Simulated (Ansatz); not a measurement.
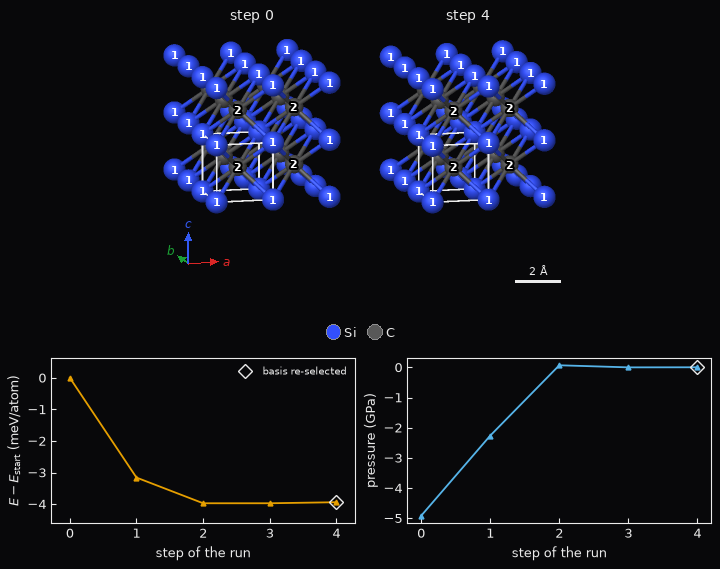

First and last geometry of a relaxation of solid SiC (built on the CsCl type), with the history of the run. A ball-and-stick model of the cell of the calculation, repeated 2 × 3 × 2 with one cell outlined, seen slightly off an axis.

The calculation used DFT, r2SCAN, plane waves, PAW (Ansatz). Settings: plane-wave cutoff 500 eV; k-point mesh 8 × 8 × 8; occupations fermi dirac; smearing width 0.02 eV; no spin polarisation; cell and atoms relaxed; force threshold 0.005 eV/Å.

**Did the run converge, and what did it change?**

It converged. Over 3 accepted moves (4 points after the start) the energy falls by 3.9 meV per atom. All forces vanish by symmetry, so only the cell relaxes. Pressure: −4.92 GPa at the start and 0.00 GPa at the end. The SCF was repeated once at an unchanged geometry on a basis and grid sized afresh for the cell, which shifted the energy by less than 0.05 meV per atom at most. The atoms keep their places relative to the cell (all moves are under 0.005 Å). Cell: a = b = c 2.644 → 2.620 Å (−0.9 %). Volume −2.7 %. Some distances before and after: Si1–C2 2.290 → 2.269 Å. The space group stays Pm-3m (No. 221). The run took roughly 6 core-seconds on a shared host.

| step | E − E(0), meV/atom | pressure, GPa | volume, Å³/atom | note |
| --- | --- | --- | --- | --- |
| 0 | 0.00 | -4.92 | 9.246 |  |
| 1 | -3.16 | -2.26 | 9.106 |  |
| 2 | -3.97 | 0.07 | 8.990 |  |
| 3 | -3.97 | 0.00 | 8.994 |  |
| 4 | -3.94 | 0.00 | 8.994 | same geometry, new basis |
